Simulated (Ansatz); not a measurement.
# Calculations on Mg

**1. Relaxation**

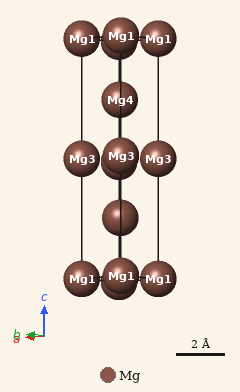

Crystalline Mg (set up in P6_3/mmc), before the relaxation. Style: spheres-only. Shown: the cell of the calculation, from a free direction.

Case: biaxial strain in the a-b plane of +1.5 %; c and atoms relaxed.

The calculation used Ansatz 0.2.0, DFT r2SCAN, scalar-relativistic, plane waves, PAW.

Input file:
```yaml
crystal:
  lattice:
    - [3.2382368192, 0.0, 0.0]
    - [-1.6191184096, 2.8043953489, 0.0]
    - [0.0, 0.0, 10.1733821777]
  atoms:
    - { symbol: Mg, position: [0.0, 0.0, 0.0] }
    - { symbol: Mg, position: [0.3333333333, 0.6666666667, 0.25] }
    - { symbol: Mg, position: [0.0, 0.0, 0.5] }
    - { symbol: Mg, position: [0.6666666667, 0.3333333333, 0.75] }
basis:
  ecutwfc: 500
kpoints:
  mp_grid: { grid: [18, 18, 6] }
hamiltonian:
  xc: r2scan
scf:
  occupations: { method: gaussian, width: 0.1 }
output:
  forces: true
  stress: true
  eigenvalues: true
relax:
  adjacent_minimum: "off"
  f_tol: 0.008
  max_steps: 40
  cell: { stress_tol: 0.015, fix: [a, b, gamma] }
```

Run as
```bash
ansatz run input.yaml --threads 1 --pin off --max-ram 2560MiB --backend cpu --events-out ev --progress --plain --runs-dir out
```

**Predict the outcome.**

Over 2 accepted moves (3 points after the start) the energy falls by 0.3 meV per atom. All forces vanish by symmetry, so only the cell relaxes. Pressure: −0.72 GPa at the start and −0.97 GPa at the end. The SCF was repeated once at an unchanged geometry on a basis and grid sized afresh for the cell, which shifted the energy by less than 0.05 meV per atom at most. No atom moves by more than 0.005 Å relative to the cell. Cell: a = b unchanged at 3.238 Å, c 10.173 → 10.241 Å (+0.7 %). Volume +0.7 %. Among the contacts that change: Mg1–Mg2 3.157 → 3.170 Å. The space group stays P6_3/mmc (No. 194). Cost: 2.3 min on 1 thread of Arm Neoverse V1 (shared host), peak memory 0.74 GiB.

History of the run:

```csv
step,"E − E(0), meV/atom","pressure, GPa","volume, Å³/atom",note
0,0.00,-0.72,23.097,
1,-0.22,-0.92,23.222,
2,-0.23,-0.97,23.250,
3,-0.25,-0.97,23.250,"same geometry, new basis"
```

**2. Relaxation**

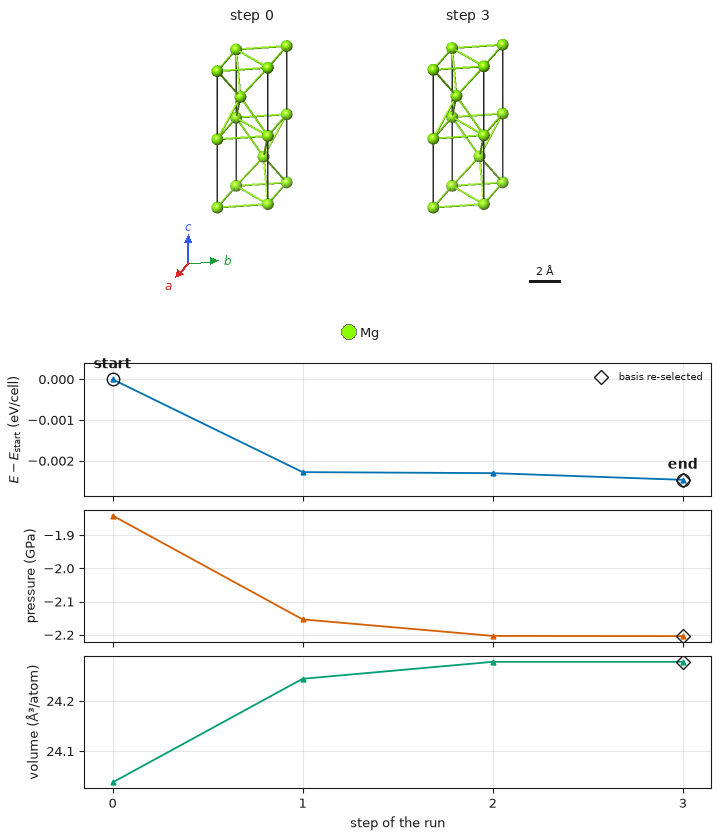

First and last geometry of a relaxation of a crystal of Mg (set up in P6_3/mmc), with the history of the run. The picture is a ball-and-stick view of the cell of the calculation, seen from a free direction.

Case: biaxial strain in the a-b plane of +4.5 %; c and atoms relaxed.

These are results of DFT r2SCAN, scalar-relativistic, plane waves, PAW (Ansatz), not measurements.

Input file:
```yaml
crystal:
  lattice:
    - [3.3339482523, 0.0, 0.0]
    - [-1.6669741261, 2.8872838814, 0.0]
    - [0.0, 0.0, 9.9885982431]
  atoms:
    - { symbol: Mg, position: [0.0, 0.0, 0.0] }
    - { symbol: Mg, position: [0.3333333333, 0.6666666667, 0.25] }
    - { symbol: Mg, position: [0.0, 0.0, 0.5] }
    - { symbol: Mg, position: [0.6666666667, 0.3333333333, 0.75] }
basis:
  ecutwfc: 500
kpoints:
  mp_grid: { grid: [18, 18, 6] }
hamiltonian:
  xc: r2scan
scf:
  occupations: { method: gaussian, width: 0.1 }
output:
  forces: true
  stress: true
  eigenvalues: true
relax:
  adjacent_minimum: "off"
  f_tol: 0.008
  max_steps: 40
  cell: { stress_tol: 0.015, fix: [a, b, gamma] }
```

Launched with:
```bash
ansatz run input.yaml --threads 1 --pin off --max-ram 2560MiB --backend cpu --events-out ev --progress --plain --runs-dir out
```

### Read the history and describe the run.

It converged. The atoms keep their places relative to the cell (all moves are under 0.005 Å). The drawn cell changes as follows: a = b unchanged at 3.334 Å, c 9.989 → 10.089 Å (+1.0 %); the volume changes by +1.0 %. Among the contacts that change: Mg1–Mg2 3.153 → 3.173 Å. The space group stays P6_3/mmc (No. 194). After 2 accepted moves (3 points after the start) the energy has fallen by 2.5 meV per cell of the calculation. All forces vanish by symmetry, so only the cell relaxes. The pressure goes from −1.84 to −2.20 GPa. At 1 point the geometry stayed and the basis and grid were re-selected for the new cell (energy shift of 0.2 meV per cell of the calculation at most each time). The run took 2.5 min on 1 thread of Arm Neoverse V1, with other jobs on the host, peak memory 0.76 GiB.

| step | E − E(0), meV/atom | pressure, GPa | volume, Å³/atom | note |
| --- | --- | --- | --- | --- |
| 0 | 0.00 | -1.84 | 24.038 |  |
| 1 | -0.57 | -2.15 | 24.244 |  |
| 2 | -0.58 | -2.20 | 24.278 |  |
| 3 | -0.62 | -2.20 | 24.278 | same geometry, new basis |

**3. Series**

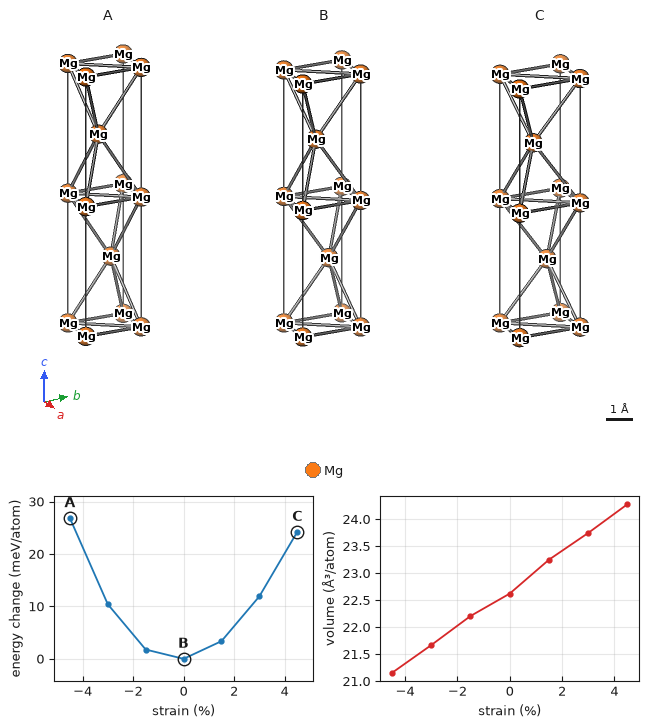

Members of a series of calculations on a crystal of Mg (set up in P6_3/mmc), marked on the first curve. A ball-and-stick model of the cell of the calculation, seen slightly off an axis.

Computed with DFT r2SCAN, scalar-relativistic, plane waves, PAW (Ansatz). (plane-wave cutoff 500 eV; k-point mesh 18 × 18 × 6; occupations gaussian; smearing width 0.1 eV; no spin polarisation)

> Describe the series.

Biaxial strain in the a–b plane, c and atoms relaxed. A (strain −4.5 %): energy change 26.8 meV/atom, volume 21.16 Å³ per atom. B (strain 0.0 %): energy change 0.0 meV/atom, volume 22.62 Å³ per atom. C (strain 4.5 %): energy change 24.2 meV/atom, volume 24.28 Å³ per atom. The rest compares A with C. The drawn cell changes as follows: a = b 3.047 → 3.334 Å (+9.4 %), c 10.526 → 10.089 Å (−4.2 %); the volume changes by +14.8 %. Among the bonded contacts that change: Mg–Mg 3.047 → 3.334 Å, Mg–Mg 3.165 → 3.173 Å.
